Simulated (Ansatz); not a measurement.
# Fe: what the electrons do

Space group Fmmm; the calculation finds a residual pressure of about −10 GPa at this fixed cell; spin-polarised. Net moment 2.2 μB in the 1-atom cell of the calculation; other magnetic orders weren't tried. This isn't the usual form at ambient conditions. The cell comes from a database of computed structures, not from a measurement.

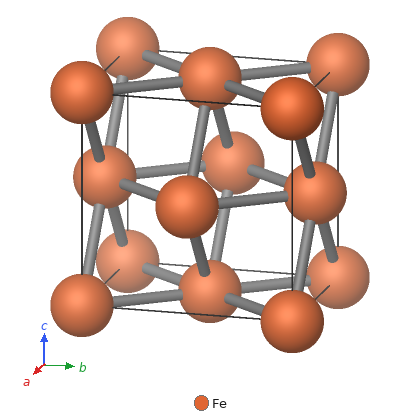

The conventional cell.

```cif
data_structure
_symmetry_space_group_name_H-M 'P 1'
_symmetry_Int_Tables_number 1
_cell_length_a 2.9969
_cell_length_b 3.8835
_cell_length_c 3.9302
_cell_angle_alpha 90.000
_cell_angle_beta 90.000
_cell_angle_gamma 90.000
_cell_volume 45.74
loop_
_atom_site_label
_atom_site_type_symbol
_atom_site_fract_x
_atom_site_fract_y
_atom_site_fract_z
_atom_site_occupancy
Fe1 Fe 0.00000 0.50000 0.50000 1
Fe2 Fe 0.50000 0.00000 0.50000 1
Fe3 Fe 0.00000 0.00000 0.00000 1
Fe4 Fe 0.50000 0.50000 0.00000 1
```

All numbers below come from DFT PBEsol, scalar-relativistic, plane waves, PAW (Ansatz 0.2.0).

Core electrons are frozen (PAW), so the maps are meaningful between the atoms, not at the nuclei.

## 1. Bonding charge

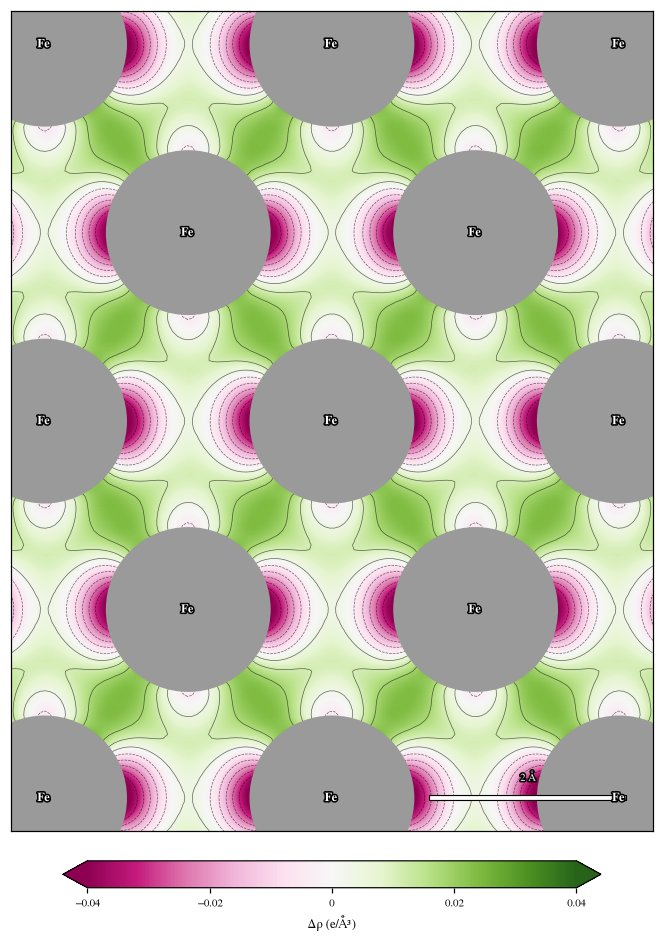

*Bonding charge density, ρ(crystal) − Σ ρ(neutral atoms): a map on the (010) plane of the conventional cell, with grey discs over the atomic cores. Cores are masked to 0.9 Å (Fe).*

Read the map: where is density gained and where lost?

Answer. Fe–Fe (2.45 Å): Δρ is +0.03 e/Å³ at the midpoint.
- Over the whole cell, outside the masked cores, the largest gain, 0.03 e/Å³, lies 1.1 Å from an iron nucleus, and the largest loss lies at the edge of the masked core of Fe.
- In all about 0.11 e an atom is rearranged against the free atoms.

## 2. States by energy

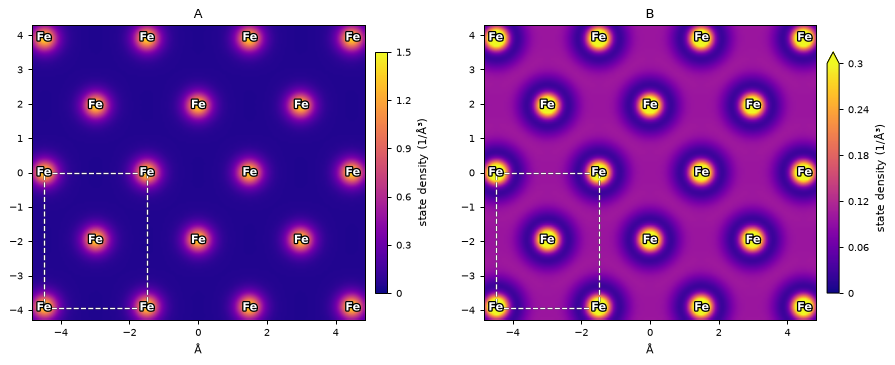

Fe: densities of the states in two energy windows, on the (010) plane of the conventional cell.

Match the panels to the energy ranges (zero at the Fermi level): −8.6 to −5.7 eV and −5.7 to −2.9 eV.

Answer. Panel A: −5.7 to −2.9 eV, the middle third of the occupied valence band, mainly Fe 3d (80 %) and Fe 4s (20 %).
Panel B: −8.6 to −5.7 eV, the lower third of the occupied valence band, mainly Fe 4s (95 %).
The characters are Löwdin shares on a minimal set of atomic orbitals.

## 3. Change of volume

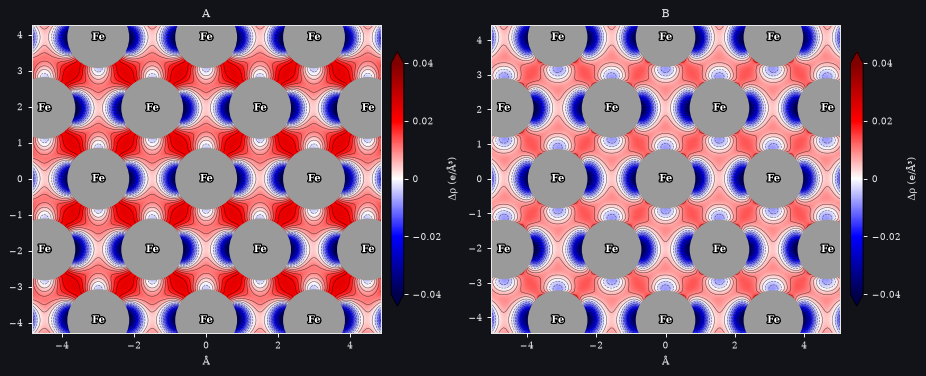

Fe: deformation density on the (010) plane of the conventional cell at two volumes, with the same fractional coordinates and one colour scale. Grey discs cover the cores.

Which panel is the larger cell, by how much, and what changes?

Answer. B is the larger cell: B has 112 % of the volume of A.
From A to B, Fe–Fe goes from 2.45 to 2.55 Å, and Δρ at its midpoint from +0.03 to +0.016 e/Å³.
The pressure is −10 GPa in A and −21 GPa in B.
The rearranged charge is 0.11 e an atom in A and 0.09 e in B.
The net moment is 2.20 μB a cell in A and 2.55 μB in B.

## 4. Putting it together

The two pressures give a mean stiffness −ΔP/Δln V of about 95 GPa over this range, with the atoms held at their fractional positions.

Run times: 26 s (base cell), 13 s (state densities) and 27 s (scaled cell), on 2 threads of Arm Neoverse N1, on a shared host.
